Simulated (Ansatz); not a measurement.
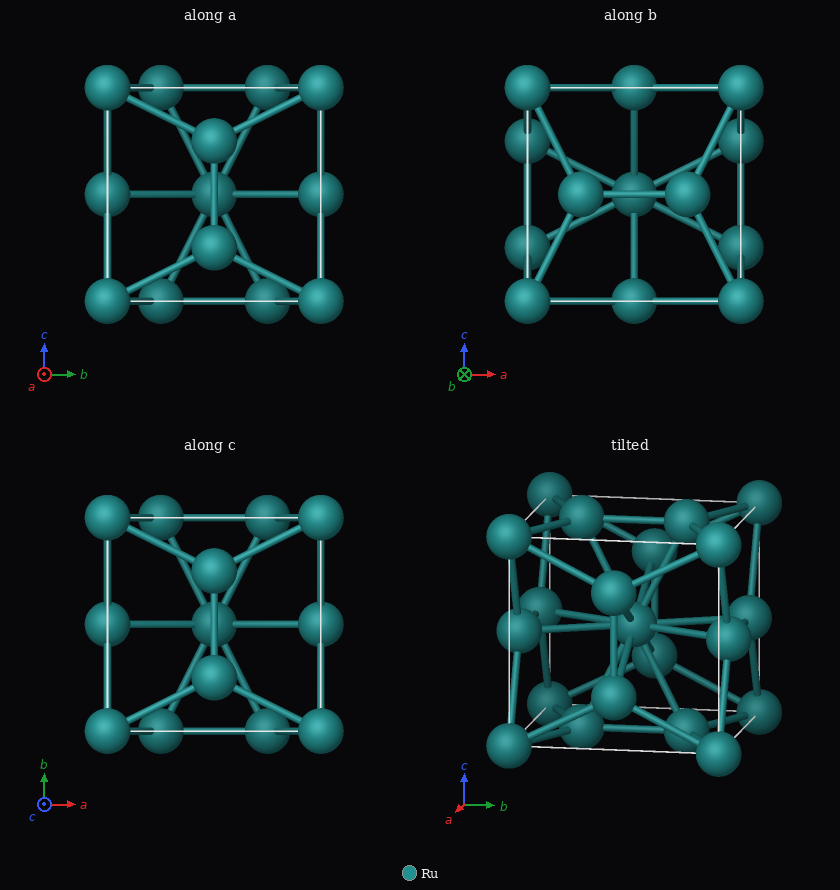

A ball-and-stick rendering, viewed along the a axis, along the b axis, along the c axis and slightly off an axis. Atoms at the boundary of the conventional unit cell (the box) are drawn once for each face, edge or corner they touch.

Lattice parameters: a = 4.7619 Å, b = 4.7619 Å, c = 4.7619 Å, α = 90.000°, β = 90.000°, γ = 90.000°.

> Express the structure as a CIF in P1 with every atom of the cell.

```cif
data_structure
_symmetry_space_group_name_H-M 'P 1'
_symmetry_Int_Tables_number 1
_cell_length_a 4.7619
_cell_length_b 4.7619
_cell_length_c 4.7619
_cell_angle_alpha 90.000
_cell_angle_beta 90.000
_cell_angle_gamma 90.000
_cell_volume 107.98
loop_
_atom_site_label
_atom_site_type_symbol
_atom_site_fract_x
_atom_site_fract_y
_atom_site_fract_z
_atom_site_occupancy
Ru1 Ru 0.0000 0.0000 0.0000 1
Ru2 Ru 0.5000 0.5000 0.5000 1
Ru3 Ru 0.2500 0.0000 0.5000 1
Ru4 Ru 0.7500 0.0000 0.5000 1
Ru5 Ru 0.5000 0.2500 0.0000 1
Ru6 Ru 0.5000 0.7500 0.0000 1
Ru7 Ru 0.0000 0.5000 0.2500 1
Ru8 Ru 0.0000 0.5000 0.7500 1
```

Origin of the cell: a structure type filled with this element by a generator (whether the element takes this form wasn't checked). Earlier steps of the study may have refined or changed the cell and positions. A calculation with Ansatz used it as input.
